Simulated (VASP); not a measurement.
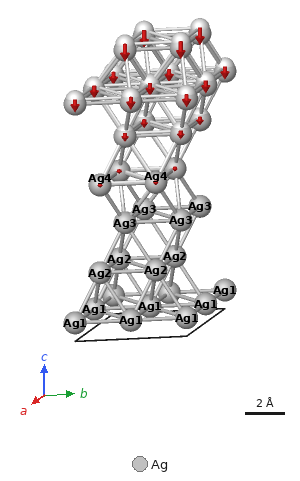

A relaxation of a slab of composition Ag. The starting structure is drawn faded, the final one solid; red arrows show the displacements, magnified 3 times.

Style: ball-and-stick. Shown: the 2 × 2 repeat of the cell, outlined in the plane, without the vacuum, slightly off an axis.

The run lets the atoms move in a fixed cell. 3 atoms are held fixed.

Theory: VASP, Kohn-Sham DFT of a periodic cell, PBE with D3, VASP PAW PBE potentials, recommended.

The input:
```
SYSTEM = Ag
ALGO = Fast
DIPOL = 0.5 0.5 0.500
EDIFF = 1E-6
EDIFFG = -0.01
ENCUT = 520
GGA = PE
IBRION = 2
IDIPOL = 3
ISIF = 2
ISMEAR = -1
IVDW = 11
LASPH = .True.
LCHARG = .False.
LDIPOL = .True.
LREAL = .False.
LWAVE = .False.
NELM = 100
NSW = 40
PREC = Accurate
SIGMA = 0.05
```

Run as
```bash
cat potpaw_PBE.64/Ag/POTCAR > POTCAR
mpirun -np 1 vasp_std > vasp.out
```

### Describe the change and its energy.

The atom that moves furthest is an Ag atom (0.31 Å along the normal (−c)). The cell stays as it was. Near-neighbour distances that change, for instance: Ag–Ag 2.945 → 2.882 Å. The energy falls by 40.3 meV per cell of the calculation in 15 geometry steps. The largest force component goes from 0.24 to 0.24 eV/Å.
